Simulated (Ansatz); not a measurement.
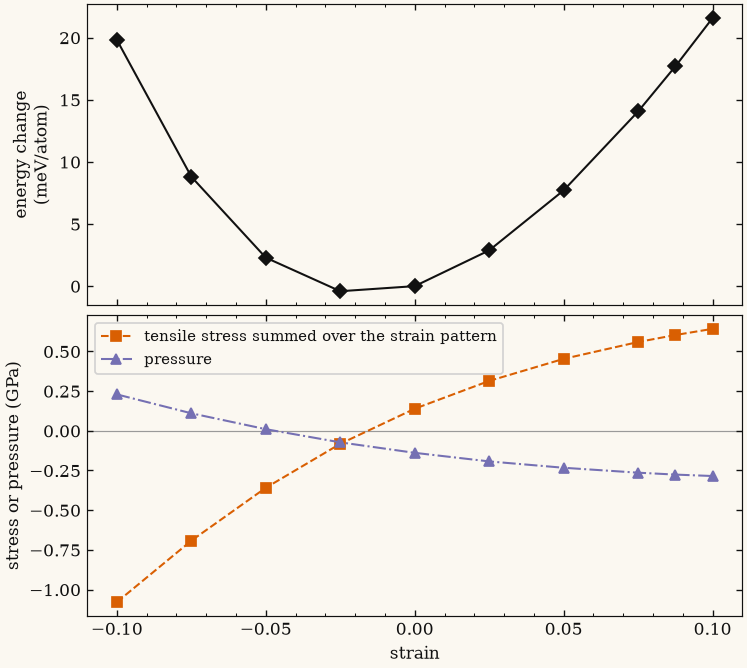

The plot gives the computed energy change, tensile stress summed over the strain pattern and pressure against strain for K, space group Pm-3m (No. 221).

The given structure:
```xyz
1
Lattice="4.3104 0.0000 0.0000 0.0000 4.3104 0.0000 0.0000 0.0000 4.3104" Properties=species:S:1:pos:R:3 pbc="T T T"
K     0.0000    0.0000    0.0000
```

Computed with Ansatz 0.2.0: homogeneous strain of a crystal along one Voigt pattern with engineering shear, fractional coordinates fixed, by plane-wave density functional theory with PAW datasets, free energies less that of the undisturbed cell, pressure positive in compression; scalar-relativistic. Level: PBEsol, no spin polarisation.

wave cutoff 420 eV; k mesh 12×12×12; occupations Gaussian; smearing width 0.15 eV; k shift (0, 0, 0) (mesh steps); start as given; strain pattern (1, 0, 0, 0, 0, 0) (xx yy zz yz xz xy with engineering shear).

Q: Is the given structure stable along this path?

A: No: the energy falls towards negative values, so the start isn't a stationary minimum along this path.

Q: Where is the energy change lowest, and are there other minima?

A: The lowest computed point is at strain −0.0250 (−0.41 meV/atom), in a single well.

Note: reference crystal is not relaxed.
